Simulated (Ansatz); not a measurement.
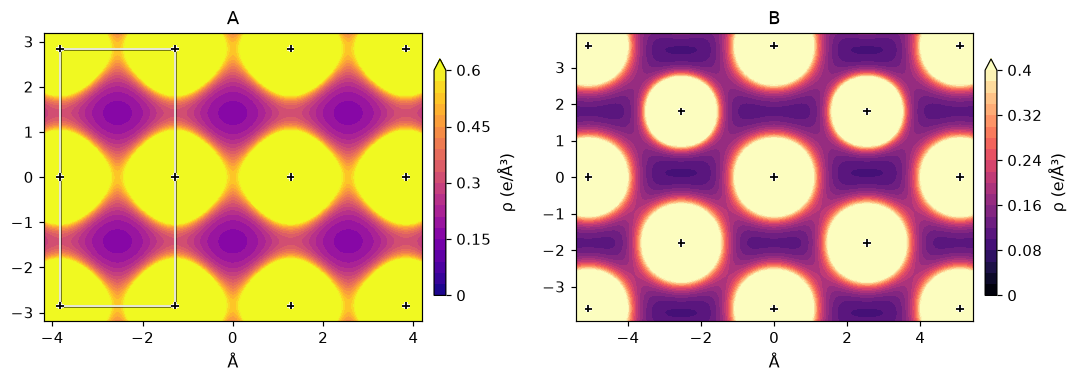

The valence charge density (pseudo) of 2 systems, each on a plane through atoms (crosses mark nuclei in the plane).

Theory: Ansatz 0.2.0, DFT PBEsol, scalar-relativistic, plane waves, PAW.

System 1: MnSn3, the (010) plane of the cell of the magnetic structure. Space group Fm-3m; started from the BiF3 (D0_3) prototype, which need not be the ambient phase; spin-polarised.

```xyz
8
Lattice="0.0000 -3.5962 -3.5962 0.0000 -3.5962 3.5962 -7.1924 0.0000 0.0000" Properties=species:S:1:pos:R:3 pbc="T T T"
Sn   -5.3943   -1.7981   -1.7981
Sn   -1.7981   -1.7981   -1.7981
Sn   -3.5962    0.0000    0.0000
Mn    0.0000    0.0000    0.0000
Sn   -1.7981   -1.7981    1.7981
Sn   -5.3943   -1.7981    1.7981
Sn    0.0000   -3.5962    0.0000
Mn   -3.5962   -3.5962    0.0000
```

System 2: Mo, the (11̄0) plane of the conventional cell. Space group Cmmm; a structure from a database of computed crystals, not necessarily the ambient phase; changed on purpose from its base cell (strain -0.0750 x Voigt [1, -1, 0, 0, 0, 0], atoms carried along); computed without spin polarisation.

```xyz
2
Lattice="2.5303 0.0000 0.0000 0.0000 5.0934 0.0000 0.0000 0.0000 2.5552" Properties=species:S:1:pos:R:3 pbc="T T T"
Mo    0.0000    0.0000    1.2776
Mo    1.2652    2.5467    1.2776
```

Match each panel to its system.

Answer. Panel A is system 2, Mo: the plane holds Mo. Mo–Mo (2.56 Å): ρ is about 0.53 e/Å³ halfway. Panel B is system 1, MnSn3: the plane holds Sn and Mn. Sn–Sn (3.11 Å): the density is about 0.2 e/Å³ at the midpoint.
